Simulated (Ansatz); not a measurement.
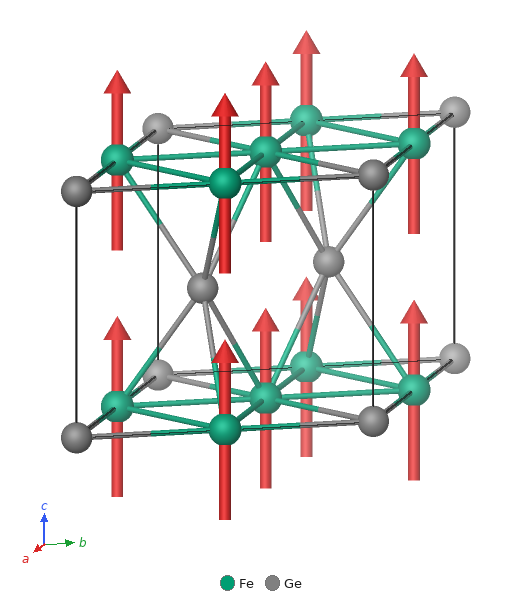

Drawn in the ball-and-stick manner and seen slightly off an axis. The simulation cell is outlined; an atom on or near a face, edge or corner is repeated at each equivalent position. Arrows are the site magnetic moments above 0.25 μB; longer means larger, and red and blue are up and down (without spin-orbit coupling the axis itself is arbitrary).

This is the state reached for FeGe. Results below were computed with DFT r2SCAN, scalar-relativistic, plane waves, PAW in Ansatz; the settings were an energy cutoff of 500 eV, k-points on an 8×8×8 grid, Gaussian smearing of 0.05 eV, collinear spins.

**What is the magnetic arrangement?**

Ferromagnetic (within this cell). Site moments: 3 Fe +2.4 μB. The net spin moment of the whole cell is 6.7 μB, including what lies between the atoms and on sites without an arrow.

It goes back to a structure listed in the Materials Project. It was relaxed at fixed volume with DFT r2SCAN, scalar-relativistic, plane waves, PAW in Ansatz.
